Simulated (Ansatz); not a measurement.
**Ga: single-point calculation**

System: Ga (8 atoms in the cell).
Method: DFT, PBE, plane waves, PAW, no spin polarisation (Ansatz 0.2.0).

The structure was made by a generator, so it may or may not be a known phase. Figures and captions count atoms from 1; the log counts them from 0 in places.

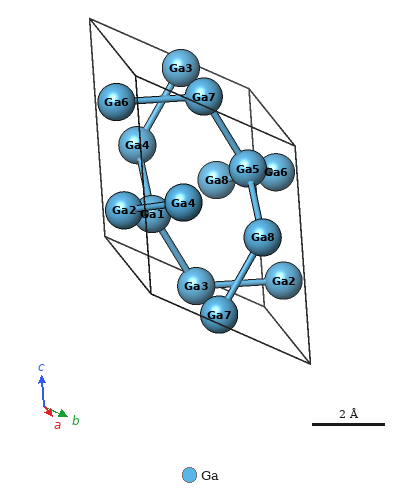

**Figure 1.** The input geometry (ball-and-stick view of the cell of the calculation, seen slightly off an axis; atoms are numbered from 1 in the order of the input). An atom can appear more than once, as a periodic image.

## Results in brief

| quantity | value |
| --- | --- |
| outcome | converged |
| space group (tolerance 0.01 Å) | Ia-3 (206) |
| electrons treated | 104 |
| free energy | −30262.5404 eV |
| Fermi energy | 7.299 eV |
| gap on the k-point mesh | none (metallic) |
| pressure | 0.05 GPa |
| largest force (length of the vector) | 0.004 eV/Å |
| hardware | 1 thread of Intel Xeon @ 2.50GHz (Skylake/Cascade Lake), 189 GiB of memory available, shared host |
| wall time | 86 s |
| peak memory | 0.59 GiB |

## Notes

Settings chosen away from the usual ones: scf.mixing.algorithm set to anderson; scf.mixing.beta set to 0.7; scf.mixing.ndim set to 2.

## The input
```yaml
crystal:
  lattice:
    - [-3.55262362, 3.55262362, 3.55262362]
    - [3.55262362, -3.55262362, 3.55262362]
    - [3.55262362, 3.55262362, -3.55262362]
  atoms:
    - { symbol: Ga, position: [0.2484183037, 0.2484183037, 0.2484183037] }
    - { symbol: Ga, position: [0.5, 0.0, 0.2515816963] }
    - { symbol: Ga, position: [0.2515816963, 0.5, 0.0] }
    - { symbol: Ga, position: [0.0, 0.2515816963, 0.5] }
    - { symbol: Ga, position: [0.7515816963, 0.7515816963, 0.7515816963] }
    - { symbol: Ga, position: [0.5, 0.0, 0.7484183037] }
    - { symbol: Ga, position: [0.7484183037, 0.5, 0.0] }
    - { symbol: Ga, position: [0.0, 0.7484183037, 0.5] }
basis:
  ecutwfc: 420
kpoints:
  mp_grid: { grid: [8, 8, 8] }
hamiltonian:
  xc: pbe
scf:
  occupations: { method: gaussian, width: 0.1 }
  mixing: { algorithm: anderson, beta: 0.7, ndim: 2 }
output:
  forces: true
  eigenvalues: true
  stress: true
```

Launched with:
```bash
ansatz run input.yaml --threads 1 --pin off --max-ram 2560MiB --backend cpu --events-out ev --progress --plain --runs-dir out
```

## Output
```
Engine: ansatz 0.2.0, x86_64-unknown-linux-gnu
Pseudopotentials: kind: paw
Pseudopotential: Ga, paw, valence charge 13, recommended cutoff 420 eV (normal), Ga.paw.azcp
Functional definition: PBE
  parameter kappa = 0.804
  parameter beta = 0.06672455060314922
  exchange = pbe_x(kappa = kappa, mu = beta*pi^2/3)
  correlation = pbe_c(beta = beta)
Crystal: 8 atoms, lattice volume = 179.353 Å³
Basis set: ecut = 420 eV, 3511 PW (Γ), exchange–correlation on 90×90×90 points (8 copies of the dense FFT grid, shifted against one another)
Bands: 63, of which v1, the nominal top of the filled ones, is band 52 counted from 1 (51 counted from 0)
Symmetry: 24 space group operations
Space group: Ia-3 (ITA 206), of the structure as read, at distance tolerance 5.6e-5 Å
k-points: 35 of 512
Non-local potential: Ga, projectors of the file, l = 0: 2, l = 1: 2, l = 2: 3, l = 3: 1
PAW form: soft (Blöchl's): semilocal exchange-correlation on the pseudo side does not see the compensation charge
PAW one-centre angular grid: Ga, 590 points (default); XC on 64 Gauss nodes
Initial density: superposition of atomic densities (neutral atoms: chi_scale 0, normalization atom), corrected by the library's trained network
Initial wavefunctions: pseudopotential atomic-orbital guess
Functional: x = pbe(κ = 0.804, μ = 0.2195149727645171), c = pbe(β = 0.06672455060314922)
SCF iter   1: F=—  HF=-30262.544764 eV  |F-HF|=—  |Δ(HF+E_count)|=         —  Δρ=1.54e-3  dr2=2.81e-3  ethr=1.77e-3  ⟨swp⟩=6.0  Hψ=7806  notcnv=0  defer=21
preconditioner: auto → Kerker (q_TF=auto, 2.491 Å⁻¹)  [metal: Δε(μ)=0.011 eV  Ē_g=15.362 eV  σ=0.100 eV  W_gap=0.06  n_scr=42 (ndim 2)  ℏωp=28.3 eV  f_vac=0.000  D(μ)=3.67/eV (n_scr^D=18)]
SCF iter   2: F=—  HF=-30262.540915 eV  |F-HF|=—  |Δ(HF+E_count)|=   3.85e-3  Δρ=8.89e-4  dr2=7.01e-4  ethr=2.70e-6  ⟨swp⟩=2.0  Hψ=4323  notcnv=0  defer=26  κ⁻¹=1.0e0(r=1)
SCF iter   3: F=—  HF=-30262.540339 eV  |F-HF|=—  |Δ(HF+E_count)|=   5.76e-4  Δρ=3.59e-4  dr2=1.79e-4  ethr=6.74e-7  ⟨swp⟩=2.0  Hψ=3883  notcnv=0  defer=26  κ⁻¹=1.0e0(r=1)
SCF iter   4: F=—  HF=-30262.540316 eV  |F-HF|=—  |Δ(HF+E_count)|=   2.38e-5  Δρ=2.01e-4  dr2=5.13e-5  ethr=1.72e-7  ⟨swp⟩=2.0  Hψ=3781  notcnv=0  defer=26  κ⁻¹=1.0e0(r=1)
SCF iter   5: F=—  HF=-30262.540373 eV  |F-HF|=—  |Δ(HF+E_count)|=   5.69e-5  Δρ=9.63e-5  dr2=1.41e-5  ethr=4.93e-8  ⟨swp⟩=2.0  Hψ=3880  notcnv=0  defer=26  κ⁻¹=1.0e0(r=1)
SCF iter   6: F=—  HF=-30262.540378 eV  |F-HF|=—  |Δ(HF+E_count)|=   5.36e-6  Δρ=8.02e-5  dr2=7.19e-6  ethr=1.36e-8  ⟨swp⟩=2.0  Hψ=3883  notcnv=0  defer=26  κ⁻¹=1.0e0(r=1)
SCF iter   7: F=—  HF=-30262.540372 eV  |F-HF|=—  |Δ(HF+E_count)|=   5.95e-6  Δρ=3.09e-5  dr2=1.56e-6  ethr=6.92e-9  ⟨swp⟩=2.0  Hψ=3881  notcnv=0  defer=26  κ⁻¹=1.0e0(r=1)
SCF iter   8: F=—  HF=-30262.540372 eV  |F-HF|=—  |Δ(HF+E_count)|=   1.75e-8  Δρ=1.95e-5  dr2=6.76e-7  ethr=1.50e-9  ⟨swp⟩=2.0  Hψ=3569  notcnv=0  defer=26  κ⁻¹=1.0e0(r=1)
SCF iter   9: F=—  HF=-30262.540372 eV  |F-HF|=—  |Δ(HF+E_count)|=   8.79e-8  Δρ=1.10e-5  dr2=1.85e-7  ethr=6.50e-10  ⟨swp⟩=2.0  Hψ=3877  notcnv=0  defer=26  κ⁻¹=1.0e0(r=1)
SCF iter  10: F=—  HF=-30262.540372 eV  |F-HF|=—  |Δ(HF+E_count)|=   2.77e-8  Δρ=8.00e-6  dr2=1.04e-7  ethr=9.62e-11  ⟨swp⟩=8.1  Hψ=9270  notcnv=0  κ⁻¹=1.0e0(r=1)
SCF iter  11: F=-30262.540372 eV  HF=-30262.540372 eV  |F-HF|=5.63e-9  |Δ(HF+E_count)|=   5.73e-8  Δρ=3.88e-6  dr2=2.82e-8  ethr=9.62e-11  ⟨swp⟩=4.0  Hψ=7779  notcnv=0
SCF 1 converged in 11 iterations: F = -30262.540372 eV  dr2 = 2.82e-8
  greatest PAW one-centre occupation: 0.995 electrons in one spin orbital (limit 2), on the Ga atom at site 7 (counted from 0), in its partial waves of l = 2
```

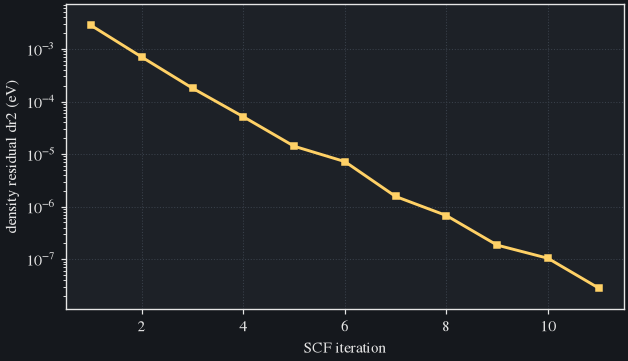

**Figure 2.** Convergence of the self-consistent field: density residual dr2 against the SCF iteration. The residual falls at every step.

```
SCF converged after 11 iterations
Stability not checked: this state was not tested for a lower state beside it, because the mixer in use, unlike msr1, does not test its closes by its own steps (another_mixer; see scf.mixing.algorithm and scf.lower_state_search)
Free energy (F): -30262.540372 eV
Harris-Foulkes:  -30262.540372 eV  (|F-HF|=5.63e-9)
Internal energy: -30262.522063 eV  (E = F + TS)
E sigma→0 (E₀):  -30262.531217 eV
Entropy (-TS):   -0.018309 eV (-2.289 meV/atom)
Fermi energy:    7.299075 eV
--- Per-component energies (eV) ---
  E_band       = -517.181267
  E_kinetic    = 914.873176
  E_local      = -15848.463027  (includes V_loc(G=0)·N_el)
  E_nonlocal   = 3373.820800
  E_hartree    = 7371.568232
  E_xc         = -552.554446
  E_vxc        = -461.698364  (∫ρ·V_xc dr)
  E_paw        = -15880.670182  (= ΣΔE_a)
  E_vpaw       = -3238.851265  (= ΣTr[D̂ρ^β])
  E_aug_tail   = -0.000845  (compensation charges beyond the density's cutoff)
  E_ewald      = -9641.095771
  E_smearing   = -0.018309  (= −TS)
  E_closure    = -0.000000  (closes the sum)
  Σ components = -30262.540372   (vs F -30262.540372, Δ=0.00e0)
--- Forces (eV/Å), atoms counted from 1 ---
  atom   1  Ga     0.00205294     0.00205294     0.00205294
  atom   2  Ga    -0.00205294    -0.00205294     0.00205294
  atom   3  Ga     0.00205294    -0.00205294    -0.00205294
  atom   4  Ga    -0.00205294     0.00205294    -0.00205294
  atom   5  Ga    -0.00205294    -0.00205294    -0.00205294
  atom   6  Ga     0.00205294     0.00205294    -0.00205294
  atom   7  Ga    -0.00205294     0.00205294     0.00205294
  atom   8  Ga     0.00205294    -0.00205294     0.00205294
  max |Σ_I F_I| component: 2.73e-17 eV/Å
--- Stress (GPa, compression-positive) ---
        0.047774      -0.000000       0.000000
       -0.000000       0.047774       0.000000
        0.000000       0.000000       0.047774
  P = ⅓ Tr σ = 0.0478 GPa (0.478 kbar)
--- Band table (eV; the first three rows and the last of 35) ---
  k-point 0: bands = ["-7.6819", "-7.6819", "-7.6633", "-7.6633", "-7.6427", "-7.6427", "-7.6427", "-7.6356", "-7.6290", "-7.6290", "-7.6290", "-7.5246", "-7.4602", "-7.4602", "-7.4602", "-7.4543", "-7.4543", "-7.4543", "-7.4157", "-7.4157", "-7.4157", "-7.3691", "-7.3691", "-7.3653", "-7.3653", "-7.3653", "-7.3238", "-7.3238", "-7.2701", "-7.2701", "-7.2701", "-7.2267", "-7.2267", "-7.2267", "-7.2037", "-7.2037", "-7.2037", "-7.1824", "-7.1824", "-7.1824", "-2.5999", "1.0388", "2.2448", "2.2448", "2.2448", "3.1408", "3.1408", "3.1408", "4.9529", "4.9529", "5.3594", "5.3594", "5.3594", "8.1146", "8.1146", "9.0818", "11.6149", "11.6149", "11.6149", "13.8714", "13.8714", "13.8714", "14.1308"]
  k-point 1: bands = ["-7.6814", "-7.6783", "-7.6646", "-7.6614", "-7.6433", "-7.6402", "-7.6400", "-7.6340", "-7.6258", "-7.6257", "-7.6248", "-7.5299", "-7.4708", "-7.4684", "-7.4615", "-7.4548", "-7.4521", "-7.4475", "-7.4187", "-7.4184", "-7.4144", "-7.3745", "-7.3691", "-7.3667", "-7.3663", "-7.3629", "-7.3295", "-7.3274", "-7.2821", "-7.2798", "-7.2750", "-7.2217", "-7.2217", "-7.2178", "-7.1984", "-7.1975", "-7.1929", "-7.1868", "-7.1800", "-7.1795", "-2.5099", "0.9490", "1.6950", "1.9211", "2.2280", "2.9702", "3.3768", "3.5977", "4.7582", "5.1537", "5.6641", "5.8174", "5.9803", "7.7313", "7.9436", "8.8540", "11.5944", "12.0962", "12.2282", "12.8660", "13.1000", "13.1301", "14.1030"]
  k-point 2: bands = ["-7.6803", "-7.6676", "-7.6665", "-7.6557", "-7.6450", "-7.6346", "-7.6334", "-7.6287", "-7.6198", "-7.6179", "-7.6162", "-7.5459", "-7.4863", "-7.4862", "-7.4640", "-7.4567", "-7.4510", "-7.4335", "-7.4255", "-7.4210", "-7.4095", "-7.3846", "-7.3750", "-7.3745", "-7.3670", "-7.3550", "-7.3420", "-7.3408", "-7.2991", "-7.2923", "-7.2883", "-7.2227", "-7.2124", "-7.1984", "-7.1952", "-7.1876", "-7.1858", "-7.1759", "-7.1721", "-7.1685", "-2.2398", "0.4582", "1.1233", "1.4931", "2.1882", "2.6493", "3.6993", "4.3578", "4.7251", "5.7765", "6.2416", "6.6097", "7.0561", "7.3083", "7.4648", "8.8344", "10.9799", "11.2360", "12.1201", "12.4598", "12.9422", "13.0001", "13.1621"]
  k-point 34: bands = ["-7.6428", "-7.6428", "-7.6428", "-7.6399", "-7.6399", "-7.6399", "-7.6037", "-7.6037", "-7.6037", "-7.6030", "-7.6030", "-7.6030", "-7.4774", "-7.4774", "-7.4737", "-7.4737", "-7.4243", "-7.4243", "-7.4243", "-7.4215", "-7.4215", "-7.4215", "-7.3983", "-7.3983", "-7.3983", "-7.3982", "-7.3982", "-7.3982", "-7.3520", "-7.3428", "-7.2152", "-7.2152", "-7.2152", "-7.2134", "-7.2134", "-7.2134", "-7.1232", "-7.1232", "-7.1231", "-7.1231", "0.2012", "0.2012", "0.2012", "0.2460", "0.2460", "0.2460", "6.5968", "6.5968", "6.5968", "6.6222", "6.6310", "6.6310", "6.6310", "6.7644", "11.3257", "11.3257", "11.3257", "11.4191", "11.4191", "11.4191", "11.5558", "11.5792", "12.8281"]
```

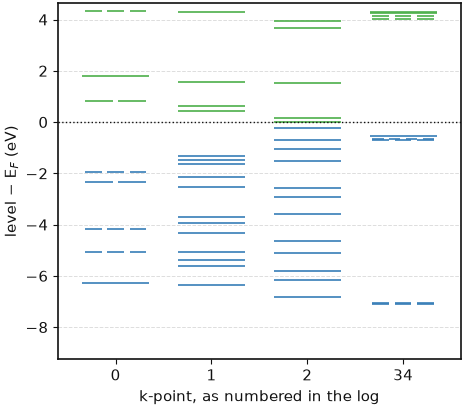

**Figure 3.** Kohn–Sham levels near the Fermi level (dotted) at the few k-points that the log prints; levels within 0.02 eV of each other stand side by side. The system is metallic on the full mesh.
